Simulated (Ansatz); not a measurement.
**Run report: Si4N, geometry relaxation (part 1 of 3)**

- system: Si4N (slab, 10 atoms in the cell)
- method: DFT PBEsol, scalar-relativistic, plane waves, PAW, no spin polarisation (Ansatz 0.2.0)

The structure derives from an entry of the Crystallography Open Database. The input holds or restrains some coordinates. Forces given for the steps count only the free coordinates. It belongs to a series of runs on one base structure; here: N2 put at a bridge Si-Si site. Figures and captions count atoms from 1; the log counts them from 0 in places.

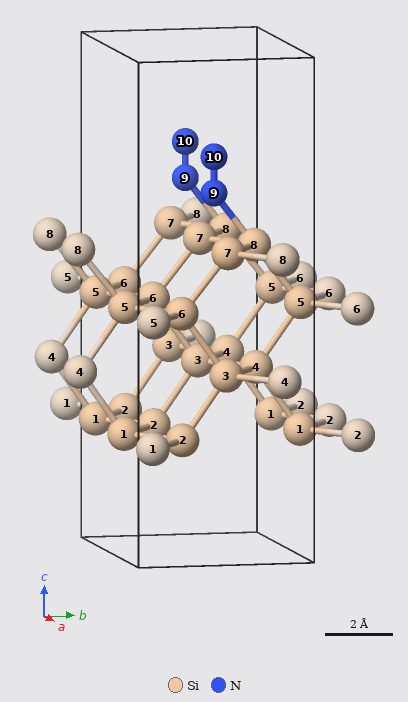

*The structure as given in the input (ball-and-stick view of the 2 × 1 repeat of the cell, with the vacuum cut short, seen slightly off an axis; neighbours outside the cell are drawn fainter; atoms are numbered from 1 in the order of the input). An atom can appear more than once, as a periodic image.*

Input file:
```yaml
crystal:
  lattice:
    - [3.8417168286, 0.0, 0.0]
    - [0.0, 5.4330080418, 0.0]
    - [0.0, 0.0, 25.8625752429]
  atoms:
    - { symbol: Si, position: [0.5, 0.0, 0.3286602328] }
    - { symbol: Si, position: [0.0, 0.25, 0.3286602328] }
    - { symbol: Si, position: [0.0, 0.5, 0.4029319709] }
    - { symbol: Si, position: [0.5, 0.75, 0.4029319709] }
    - { symbol: Si, position: [0.5, 0.0046465373, 0.4772904226] }
    - { symbol: Si, position: [0.0, 0.2453534627, 0.4772904226] }
    - { symbol: Si, position: [0.0, 0.5106580662, 0.5465084908] }
    - { symbol: Si, position: [0.5, 0.7393419338, 0.5465084908] }
    - { symbol: "N", position: [0.5, 0.5106580662, 0.6083739464] }
    - { symbol: "N", position: [0.5, 0.5106580662, 0.6509064471] }
basis:
  ecutwfc: 420
kpoints:
  mp_grid: { grid: [8, 6, 1] }
hamiltonian:
  xc: pbesol
scf:
  occupations: { method: gaussian, width: 0.05 }
output:
  forces: true
  eigenvalues: true
  write_density: true
  write_potential: true
  elf: true
  volumetric_format: npy
relax:
  adjacent_minimum: "off"
  f_tol: 0.03
  max_steps: 70
  constraints: [{ sites: [0, 1, 2, 3] }]
efield:
  axis: 3
  dipole_correction: true
  ramp_width: 0.04
```

Machine: 2 threads of Intel Xeon (Sapphire Rapids), 192 GiB of memory available, shared host.

Launched with:
```bash
ansatz run input.yaml --threads 2 --pin off --max-ram 5120MiB --backend cpu --events-out ev --progress --plain --runs-dir out
```

The program's output:
```
Engine: ansatz 0.2.0, x86_64-unknown-linux-gnu
Pseudopotentials: kind: paw
Pseudopotential: Si, paw, valence charge 4, recommended cutoff 420 eV (normal), Si.paw.azcp
Pseudopotential: N, paw, valence charge 5, recommended cutoff 420 eV (normal), N.paw.azcp
Functional definition: PBEsol
  exchange = pbesol_x
  correlation = pbesol_c
Crystal: 10 atoms, lattice volume = 539.806 Å³
Basis set: ecut = 420 eV, 10569 PW (Γ), exchange–correlation on 54×80×360 points (8 copies of the dense FFT grid, shifted against one another)
Bands: 31, of which v1, the nominal top of the filled ones, is band 21 counted from 1 (20 counted from 0)
Symmetry: 2 space group operations
Space group: Pm (ITA 6), of the structure as read, at distance tolerance 8.1e-5 Å
k-points: 20 of 48 (time reversal used)
Non-local potential: Si, projectors of the file, l = 0: 2, l = 1: 2, l = 2: 2
Non-local potential: N, projectors of the file, l = 0: 2, l = 1: 2, l = 2: 1
PAW form: soft (Blöchl's): semilocal exchange-correlation on the pseudo side does not see the compensation charge
PAW frozen core: Si, regenerated for the run's functional, and the local potential with it (the file was generated under x = pbe(κ = 0.804, μ = 0.2195149727645171), c = pbe(β = 0.06672455060314922))
PAW frozen core: N, regenerated for the run's functional, and the local potential with it (the file was generated under x = pbe(κ = 0.804, μ = 0.2195149727645171), c = pbe(β = 0.06672455060314922))
PAW one-centre angular grid: Si, 110 points (default); XC on 64 Gauss nodes
PAW one-centre angular grid: N, 110 points (default); XC on 64 Gauss nodes
Initial density: superposition of atomic densities (neutral atoms: chi_scale 0, normalization atom), corrected by the library's trained network
Initial wavefunctions: pseudopotential atomic-orbital guess
Functional: x = pbesol(κ = 0.804, μ = 0.12345679012345678), c = pbesol(β = 0.046)
SCF iter   1: F=—  HF=-5722.865728 eV  |F-HF|=—  |Δ(HF+E_count)|=         —  Δρ=6.60e-3  dr2=1.54e0  ethr=1.77e-3  p=-0.118 e·Å  D=-3.94e-2 V/Å  ΔV_dip=1.02 eV  dr2_dipole=1.11e-1  V_vac-E_F(+/−)=6.00/4.98 eV  ⟨swp⟩=8.8  Hψ=4028  notcnv=0  defer=15
efield: sawtooth ramp at fractional position 0.9698 (placed from the atoms, in the widest stretch of the axis that holds none; the zero of the levels goes with the place), width 0.0400; the density the first Hamiltonian is built on has a dipole p = -0.118 e·Å; the dipole correction subtracts the counter field D = -3.94e-2 V/Å, which shifts the + side's vacuum level by +1.02 eV against the − side's; the planar-averaged density in the ramp window peaks in size at 2.6e-6 e/Å³
preconditioner: auto → LDOS  [metal: Δε(μ)=0.008 eV  Ē_g=7.801 eV  σ=0.050 eV  W_gap=0.09  n_scr=46 (ndim 8)  ℏωp=10.1 eV  f_vac=0.574  D(μ)=6.75/eV (n_scr^D=26)  β→1.0]
SCF iter   2: F=—  HF=-5722.738761 eV  |F-HF|=—  |Δ(HF+E_count)|=   1.27e-1  Δρ=3.48e-3  dr2=1.73e-1  ethr=1.77e-3  p=-0.074 e·Å  D=-2.49e-2 V/Å  ΔV_dip=0.64 eV  dr2_dipole=7.68e-3  V_vac-E_F(+/−)=5.50/4.86 eV  ⟨swp⟩=2.5  Hψ=877  notcnv=0  defer=38
SCF iter   3: F=—  HF=-5722.733917 eV  |F-HF|=—  |Δ(HF+E_count)|=   4.84e-3  Δρ=2.55e-3  dr2=9.38e-2  ethr=4.11e-4  p=-0.063 e·Å  D=-2.11e-2 V/Å  ΔV_dip=0.55 eV  dr2_dipole=1.25e-3  V_vac-E_F(+/−)=5.37/4.82 eV  ⟨swp⟩=3.4  Hψ=1115  notcnv=0  defer=43
SCF iter   4: F=—  HF=-5722.726618 eV  |F-HF|=—  |Δ(HF+E_count)|=   7.30e-3  Δρ=1.24e-3  dr2=1.82e-2  ethr=2.23e-4  p=-0.051 e·Å  D=-1.71e-2 V/Å  ΔV_dip=0.44 eV  dr2_dipole=3.27e-3  V_vac-E_F(+/−)=5.24/4.80 eV  ⟨swp⟩=2.4  Hψ=1223  notcnv=0  defer=42
SCF iter   5: F=—  HF=-5722.724804 eV  |F-HF|=—  |Δ(HF+E_count)|=   1.81e-3  Δρ=3.92e-4  dr2=1.88e-3  ethr=4.33e-5  p=-0.047 e·Å  D=-1.58e-2 V/Å  ΔV_dip=0.41 eV  dr2_dipole=4.22e-4  V_vac-E_F(+/−)=5.20/4.79 eV  ⟨swp⟩=2.0  Hψ=1172  notcnv=0  defer=42
SCF iter   6: F=—  HF=-5722.724853 eV  |F-HF|=—  |Δ(HF+E_count)|=   4.83e-5  Δρ=1.25e-4  dr2=2.57e-4  ethr=4.47e-6  p=-0.045 e·Å  D=-1.51e-2 V/Å  ΔV_dip=0.39 eV  dr2_dipole=4.90e-7  V_vac-E_F(+/−)=5.18/4.79 eV  ⟨swp⟩=1.0  Hψ=597  notcnv=0  defer=41
SCF iter   7: F=—  HF=-5722.724845 eV  |F-HF|=—  |Δ(HF+E_count)|=   7.37e-6  Δρ=6.71e-5  dr2=6.41e-5  ethr=6.12e-7  p=-0.044 e·Å  D=-1.48e-2 V/Å  ΔV_dip=0.38 eV  dr2_dipole=2.52e-7  V_vac-E_F(+/−)=5.18/4.80 eV  ⟨swp⟩=2.3  Hψ=954  notcnv=0  defer=41
SCF iter   8: F=-5722.724833 eV  HF=-5722.724842 eV  |F-HF|=8.93e-6  |Δ(HF+E_count)|=   2.88e-6  Δρ=2.78e-5  dr2=1.31e-5  ethr=5.36e-8  p=-0.044 e·Å  D=-1.47e-2 V/Å  ΔV_dip=0.38 eV  dr2_dipole=1.52e-8  V_vac-E_F(+/−)=5.18/4.80 eV  ⟨swp⟩=23.0  Hψ=7391  notcnv=0
SCF 1 converged in 8 iterations: F = -5722.724833 eV  dr2 = 1.31e-5
  greatest PAW one-centre occupation: 0.852 electrons in one spin orbital (limit 2), on the N atom at site 9 (counted from 0), in its partial waves of l = 0
relax step   1: F+E_penalty+E_count = -5722.72483346 eV  Δ(F+E_penalty+E_count) = +0.000e0 eV  max|allowed force component| = 4.288e0 eV/Å  Δτ_max = 0.0000 Å  (8 SCF iters, dr2 threshold 2.25e-5 eV, accepted)
Initial density: handed on by an earlier stage of this run
Initial wavefunctions: those handed on with the density
iter 1 solved again at ethr=1.21e-3 eV; its pass at ethr=3.10e-3 eV (dr2=5.07e-1 eV) is discarded
SCF iter   1: F=—  HF=-5723.327896 eV  |F-HF|=—  |Δ(HF+E_count)|=         —  Δρ=1.76e-2  dr2=5.29e-1  ethr=1.21e-3  p=-0.044 e·Å  D=-1.47e-2 V/Å  ΔV_dip=0.38 eV  dr2_dipole=2.64e-2  V_vac-E_F(+/−)=5.17/4.78 eV  ⟨swp⟩=1.0  Hψ=2794  notcnv=0  defer=35
efield: sawtooth ramp at fractional position 0.9698 (handed on by an earlier solve), width 0.0400; the density the first Hamiltonian is built on has a dipole p = -0.044 e·Å; the dipole correction subtracts the counter field D = -1.47e-2 V/Å, which shifts the + side's vacuum level by +0.38 eV against the − side's; the planar-averaged density in the ramp window peaks in size at 1.5e-7 e/Å³
preconditioner: auto → LDOS  [metal: Δε(μ)=0.022 eV  Ē_g=7.735 eV  σ=0.050 eV  W_gap=0.24  n_scr=46 (ndim 8)  ℏωp=10.1 eV  f_vac=0.573  D(μ)=7.93/eV (n_scr^D=30)  β→1.0]
SCF iter   2: F=—  HF=-5723.286463 eV  |F-HF|=—  |Δ(HF+E_count)|=   4.14e-2  Δρ=7.81e-3  dr2=2.96e-1  ethr=1.21e-3  p=-0.067 e·Å  D=-2.24e-2 V/Å  ΔV_dip=0.58 eV  dr2_dipole=4.13e-3  V_vac-E_F(+/−)=5.38/4.80 eV  ⟨swp⟩=3.0  Hψ=1196  notcnv=0  defer=35
SCF iter   3: F=—  HF=-5723.226912 eV  |F-HF|=—  |Δ(HF+E_count)|=   5.96e-2  Δρ=1.98e-3  dr2=2.41e-2  ethr=7.04e-4  p=-0.056 e·Å  D=-1.88e-2 V/Å  ΔV_dip=0.49 eV  dr2_dipole=3.62e-3  V_vac-E_F(+/−)=5.28/4.80 eV  ⟨swp⟩=3.0  Hψ=1388  notcnv=0  defer=54
SCF iter   4: F=—  HF=-5723.224544 eV  |F-HF|=—  |Δ(HF+E_count)|=   2.37e-3  Δρ=6.27e-4  dr2=5.13e-3  ethr=5.75e-5  p=-0.056 e·Å  D=-1.87e-2 V/Å  ΔV_dip=0.48 eV  dr2_dipole=9.90e-4  V_vac-E_F(+/−)=5.28/4.80 eV  ⟨swp⟩=2.0  Hψ=1115  notcnv=0  defer=55
SCF iter   5: F=—  HF=-5723.224516 eV  |F-HF|=—  |Δ(HF+E_count)|=   2.82e-5  Δρ=2.64e-4  dr2=8.02e-4  ethr=1.22e-5  p=-0.054 e·Å  D=-1.79e-2 V/Å  ΔV_dip=0.46 eV  dr2_dipole=2.96e-5  V_vac-E_F(+/−)=5.26/4.80 eV  ⟨swp⟩=1.1  Hψ=616  notcnv=0  defer=55
SCF iter   6: F=—  HF=-5723.224473 eV  |F-HF|=—  |Δ(HF+E_count)|=   4.33e-5  Δρ=9.90e-5  dr2=1.91e-4  ethr=1.91e-6  p=-0.053 e·Å  D=-1.77e-2 V/Å  ΔV_dip=0.46 eV  dr2_dipole=6.76e-7  V_vac-E_F(+/−)=5.26/4.80 eV  ⟨swp⟩=2.4  Hψ=907  notcnv=0  defer=55
SCF iter   7: F=-5723.224455 eV  HF=-5723.224478 eV  |F-HF|=2.31e-5  |Δ(HF+E_count)|=   5.12e-6  Δρ=4.38e-5  dr2=3.15e-5  ethr=2.38e-7  p=-0.052 e·Å  D=-1.75e-2 V/Å  ΔV_dip=0.45 eV  dr2_dipole=7.28e-7  V_vac-E_F(+/−)=5.25/4.80 eV  ⟨swp⟩=20.8  Hψ=6691  notcnv=0
SCF 2 converged in 7 iterations: F = -5723.224455 eV  dr2 = 3.15e-5
  greatest PAW one-centre occupation: 0.850 electrons in one spin orbital (limit 2), on the N atom at site 9 (counted from 0), in its partial waves of l = 0
relax step   2: F+E_penalty+E_count = -5723.22445458 eV  Δ(F+E_penalty+E_count) = -4.996e-1 eV  max|allowed force component| = 2.175e0 eV/Å  Δτ_max = 0.1945 Å  (7 SCF iters, dr2 threshold 1.00e-4 eV, accepted)
[... from here on the SCF iterations and repeated set-up lines of each step are left out, up to the last step ...]
SCF 3 converged in 6 iterations: F = -5723.552230 eV  dr2 = 5.21e-5
relax step   3: F+E_penalty+E_count = -5723.55222989 eV  Δ(F+E_penalty+E_count) = -3.278e-1 eV  max|allowed force component| = 2.024e0 eV/Å  Δτ_max = 0.1947 Å  (6 SCF iters, dr2 threshold 1.00e-4 eV, accepted)
SCF 4 converged in 7 iterations: F = -5723.846357 eV  dr2 = 3.81e-6
relax step   4: F+E_penalty+E_count = -5723.84635688 eV  Δ(F+E_penalty+E_count) = -2.941e-1 eV  max|allowed force component| = 5.307e-1 eV/Å  Δτ_max = 0.1949 Å  (7 SCF iters, dr2 threshold 1.00e-4 eV, accepted)
SCF 5 converged in 6 iterations: F = -5724.082002 eV  dr2 = 1.78e-5
relax step   5: F+E_penalty+E_count = -5724.08200163 eV  Δ(F+E_penalty+E_count) = -2.356e-1 eV  max|allowed force component| = 5.735e-1 eV/Å  Δτ_max = 0.1970 Å  (6 SCF iters, dr2 threshold 1.94e-5 eV, accepted)
SCF 6 converged in 7 iterations: F = -5724.209361 eV  dr2 = 1.03e-5
relax step   6: F+E_penalty+E_count = -5724.20936056 eV  Δ(F+E_penalty+E_count) = -1.274e-1 eV  max|allowed force component| = 2.742e-1 eV/Å  Δτ_max = 0.2000 Å  (7 SCF iters, dr2 threshold 2.26e-5 eV, accepted)
SCF 7 converged in 7 iterations: F = -5724.277399 eV  dr2 = 1.22e-5
relax step   7: F+E_penalty+E_count = -5724.27739919 eV  Δ(F+E_penalty+E_count) = -6.804e-2 eV  max|allowed force component| = 1.798e-1 eV/Å  Δτ_max = 0.2000 Å  (7 SCF iters, dr2 threshold 1.72e-5 eV, accepted)
SCF 8 converged in 8 iterations: F = -5724.316116 eV  dr2 = 1.19e-6
relax step   8: F+E_penalty+E_count = -5724.31611587 eV  Δ(F+E_penalty+E_count) = -3.872e-2 eV  max|allowed force component| = 1.189e-1 eV/Å  Δτ_max = 0.2000 Å  (8 SCF iters, dr2 threshold 7.39e-6 eV, accepted)
SCF 9 converged in 9 iterations: F = -5724.336080 eV  dr2 = 1.31e-7
relax step   9: F+E_penalty+E_count = -5724.33608022 eV  Δ(F+E_penalty+E_count) = -1.996e-2 eV  max|allowed force component| = 4.255e-2 eV/Å  Δτ_max = 0.2000 Å  (9 SCF iters, dr2 threshold 6.07e-6 eV, accepted)
SCF 10 converged in 9 iterations: F = -5724.344332 eV  dr2 = 5.75e-8
relax step  10: F+E_penalty+E_count = -5724.34433225 eV  Δ(F+E_penalty+E_count) = -8.252e-3 eV  max|allowed force component| = 5.566e-2 eV/Å  Δτ_max = 0.2000 Å  (9 SCF iters, accepted)
SCF 11 converged in 9 iterations: F = -5724.344799 eV  dr2 = 4.24e-9
relax step  11: F+E_penalty+E_count = -5724.34479875 eV  Δ(F+E_penalty+E_count) = -4.665e-4 eV  max|allowed force component| = 8.224e-1 eV/Å  Δτ_max = 0.1953 Å  (9 SCF iters, accepted)
SCF 12 converged in 6 iterations: F = -5724.344475 eV  dr2 = 1.12e-6
relax step  12: F+E_penalty+E_count = -5724.34447525 eV  Δ(F+E_penalty+E_count) = +3.235e-4 eV  max|allowed force component| = 1.003e0 eV/Å  Δτ_max = 0.1925 Å  (6 SCF iters, dr2 threshold 1.00e-4 eV, rejected (line search))
SCF 13 converged in 10 iterations: F = -5724.347805 eV  dr2 = 1.01e-9
relax step  13: F+E_penalty+E_count = -5724.34780534 eV  Δ(F+E_penalty+E_count) = -3.007e-3 eV  max|allowed force component| = 1.455e-2 eV/Å  Δτ_max = 0.0382 Å  (10 SCF iters, accepted)
SCF 14 converged in 8 iterations: F = -5724.348076 eV  dr2 = 4.52e-8
relax step  14: F+E_penalty+E_count = -5724.34807618 eV  Δ(F+E_penalty+E_count) = -2.708e-4 eV  max|allowed force component| = 2.447e-1 eV/Å  Δτ_max = 0.0980 Å  (8 SCF iters, accepted)
SCF 15 converged in 9 iterations: F = -5724.348461 eV  dr2 = 2.90e-10
relax step  15: F+E_penalty+E_count = -5724.34846073 eV  Δ(F+E_penalty+E_count) = -3.846e-4 eV  max|allowed force component| = 5.619e-2 eV/Å  Δτ_max = 0.0353 Å  (9 SCF iters, dr2 threshold 3.74e-6 eV, accepted)
SCF 16 converged in 8 iterations: F = -5724.348647 eV  dr2 = 2.80e-9
relax step  16: F+E_penalty+E_count = -5724.34864675 eV  Δ(F+E_penalty+E_count) = -1.860e-4 eV  max|allowed force component| = 3.424e-2 eV/Å  Δτ_max = 0.0855 Å  (8 SCF iters, accepted)
SCF 17 converged in 8 iterations: F = -5724.348689 eV  dr2 = 1.76e-9
relax step  17: F+E_penalty+E_count = -5724.34868926 eV  Δ(F+E_penalty+E_count) = -4.251e-5 eV  max|allowed force component| = 3.447e-2 eV/Å  Δτ_max = 0.0416 Å  (8 SCF iters, accepted)
SCF 18 converged in 8 iterations: F = -5724.348736 eV  dr2 = 5.83e-9
relax step  18: F+E_penalty+E_count = -5724.34873630 eV  Δ(F+E_penalty+E_count) = -4.704e-5 eV  max|allowed force component| = 6.106e-2 eV/Å  Δτ_max = 0.0383 Å  (8 SCF iters, accepted)
SCF 19 converged in 6 iterations: F = -5724.348782 eV  dr2 = 9.23e-7
relax step  19: F+E_penalty+E_count = -5724.34878193 eV  Δ(F+E_penalty+E_count) = -4.563e-5 eV  max|allowed force component| = 8.811e-2 eV/Å  Δτ_max = 0.0312 Å  (6 SCF iters, dr2 threshold 3.73e-6 eV, accepted)
SCF 20 converged in 6 iterations: F = -5724.348843 eV  dr2 = 6.16e-6
relax step  20: F+E_penalty+E_count = -5724.34884296 eV  Δ(F+E_penalty+E_count) = -6.103e-5 eV  max|allowed force component| = 9.139e-2 eV/Å  Δτ_max = 0.0315 Å  (6 SCF iters, dr2 threshold 7.76e-6 eV, accepted)
SCF 21 converged in 8 iterations: F = -5724.348199 eV  dr2 = 4.96e-9
relax step  21: F+E_penalty+E_count = -5724.34819865 eV  Δ(F+E_penalty+E_count) = +6.443e-4 eV  max|allowed force component| = 5.363e-1 eV/Å  Δτ_max = 0.1849 Å  (8 SCF iters, dr2 threshold 8.35e-6 eV, rejected (line search))
SCF 22 converged in 10 iterations: F = -5724.349031 eV  dr2 = 4.31e-10
relax step  22: F+E_penalty+E_count = -5724.34903118 eV  Δ(F+E_penalty+E_count) = -1.882e-4 eV  max|allowed force component| = 1.177e-1 eV/Å  Δτ_max = 0.0900 Å  (10 SCF iters, accepted)
SCF 23 converged in 6 iterations: F = -5724.348914 eV  dr2 = 6.00e-6
relax step  23: F+E_penalty+E_count = -5724.34891365 eV  Δ(F+E_penalty+E_count) = +1.175e-4 eV  max|allowed force component| = 3.421e-1 eV/Å  Δτ_max = 0.0974 Å  (6 SCF iters, dr2 threshold 1.39e-5 eV, rejected (line search))
SCF 24 converged in 9 iterations: F = -5724.349167 eV  dr2 = 5.43e-11
relax step  24: F+E_penalty+E_count = -5724.34916666 eV  Δ(F+E_penalty+E_count) = -1.355e-4 eV  max|allowed force component| = 1.098e-1 eV/Å  Δτ_max = 0.0476 Å  (9 SCF iters, accepted)
SCF 25 converged in 6 iterations: F = -5724.349294 eV  dr2 = 3.96e-7
relax step  25: F+E_penalty+E_count = -5724.34929363 eV  Δ(F+E_penalty+E_count) = -1.270e-4 eV  max|allowed force component| = 1.195e-1 eV/Å  Δτ_max = 0.0483 Å  (6 SCF iters, dr2 threshold 1.05e-5 eV, accepted)
SCF 26 converged in 6 iterations: F = -5724.349378 eV  dr2 = 2.09e-7
relax step  26: F+E_penalty+E_count = -5724.34937799 eV  Δ(F+E_penalty+E_count) = -8.437e-5 eV  max|allowed force component| = 2.132e-1 eV/Å  Δτ_max = 0.0729 Å  (6 SCF iters, dr2 threshold 1.24e-5 eV, accepted)
SCF 27 converged in 5 iterations: F = -5724.349505 eV  dr2 = 3.41e-6
relax step  27: F+E_penalty+E_count = -5724.34950465 eV  Δ(F+E_penalty+E_count) = -1.267e-4 eV  max|allowed force component| = 1.177e-1 eV/Å  Δτ_max = 0.0210 Å  (5 SCF iters, dr2 threshold 4.54e-5 eV, accepted)
SCF 28 converged in 6 iterations: F = -5724.349616 eV  dr2 = 5.05e-7
```
